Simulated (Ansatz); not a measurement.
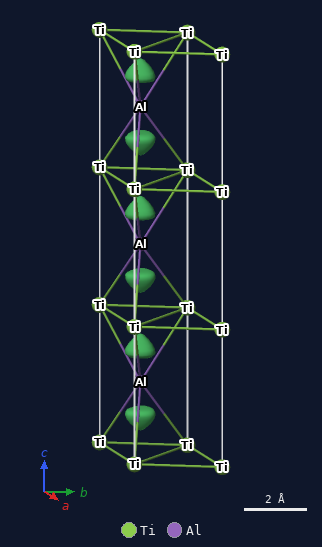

TiAl. Isosurface of the electron localisation function at 0.75 (green), seen slightly off an axis. Core shells and regions of very low density are left out. Sticks mark near contacts.

Space group P-6m2; a structure from a database of computed crystals, not necessarily the ambient phase; computed without spin polarisation.

All numbers below come from Ansatz 0.2.0, DFT r2SCAN, scalar-relativistic, plane waves, PAW.

The calculation's input:

```
crystal:
  lattice:
    - [-2.8685970537, 0.0, 0.0]
    - [-1.4342985269, -2.4842779217, 0.0]
    - [0.0, 0.0, 13.9016027058]
  atoms:
    - { symbol: Ti, position: [0.0, 1.0, 0.3333333333] }
    - { symbol: Ti, position: [0.0, 1.0, 0.6666666667] }
    - { symbol: Ti, position: [0.0, 1.0, 0.0] }
    - { symbol: Al, position: [0.3333333333, 0.3333333333, 0.1666666667] }
    - { symbol: Al, position: [0.3333333333, 0.3333333333, 0.5] }
    - { symbol: Al, position: [0.3333333333, 0.3333333333, 0.8333333333] }
basis:
  ecutwfc: 500
kpoints:
  mp_grid: { grid: [23, 23, 5] }
hamiltonian:
  xc: r2scan
scf:
  occupations: { method: gaussian, width: 0.15 }
output:
  forces: true
  stress: true
  eigenvalues: true
  write_density: true
  write_potential: true
  elf: true
  volumetric_format: npy
```

Launched as:

```sh
ansatz run input.yaml --threads 2 --pin off --max-ram 5120MiB --backend cpu --events-out ev --progress --plain --runs-dir out
```

Question: Where are the electrons localised?

Answer: The ELF exceeds this value in six pockets between the atoms, centred on no nucleus (multi-centre or interstitial), counted in one cell of 6 atoms. Any copies at cell faces, edges or corners count once. Along the contacts the grid gives the following. Ti–Al (2.85 Å): the ELF is about 0.40 at the midpoint. Ti–Ti (2.87 Å): the ELF is about 0.30 at the midpoint (no localised pair shows between them).
